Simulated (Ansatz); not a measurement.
System: PbS, space group P6_3mc, 4 atoms in the cell, relaxed with r2SCAN+rVV10; a = 4.086 Å, c = 7.469 Å (hexagonal axes). Starting point: r2SCAN, Ansatz PAW set, no spin polarisation, no spin-orbit coupling, 6×6×2 k mesh, 500 eV cutoff, fixed occupations (Ansatz). Many-body step: G0W0 with empty bands 175, screening cutoff 80 eV and frequency treatment contour deformation.

In r2SCAN the smallest gap over these k points is 0.57 eV, with direct gaps of 0.99 eV at Γ, 1.60 eV at M and 1.60 eV at M.

What does G0W0 give?

Answer. Over the k points that were corrected, the smallest gap goes from 0.57 eV in r2SCAN (Γ to M) to 0.63 eV in G0W0 (Γ to M), a change of +0.06 eV (+10 %). Counted from the valence top, the lowest empty level moves by +0.11 eV at Γ, +0.06 eV at M and +0.06 eV at M; over the 13 points that were corrected the shifts run from +0.06 to +0.25 eV: a spread of 0.19 eV on a mean of 0.13 eV, so one scissor shift doesn't describe this level. Only two empty levels a point were corrected, so a higher one could drop under them. The top filled level also moves against the valence top, by −0.15 eV at H. Down to 3.5 eV under the top, the filled levels drop by about 0.04 eV more for each eV of depth, so the valence band is stretched by about 4 %.

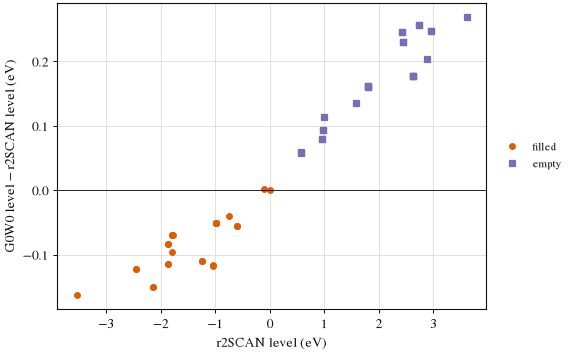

Change of each level from r2SCAN to G0W0 against its r2SCAN energy, both sets counted from their own valence top.

| k point | r2SCAN direct gap (eV) | G0W0 direct gap (eV) |
| --- | --- | --- |
| Γ | 0.99 | 1.10 |
| M | 1.60 | 1.78 |
| M | 1.60 | 1.78 |

The k mesh is coarse (spacing up to 0.42 Å⁻¹), so the values aren't converged. The GW screening of so narrow a gap isn't settled on this k mesh. Spin-orbit coupling is left out, which matters for Pb. The PAW data sets were made with another functional. The usual form of PbS is rocksalt. Bands, cutoffs and mesh are finite, so these values aren't at the basis limit.
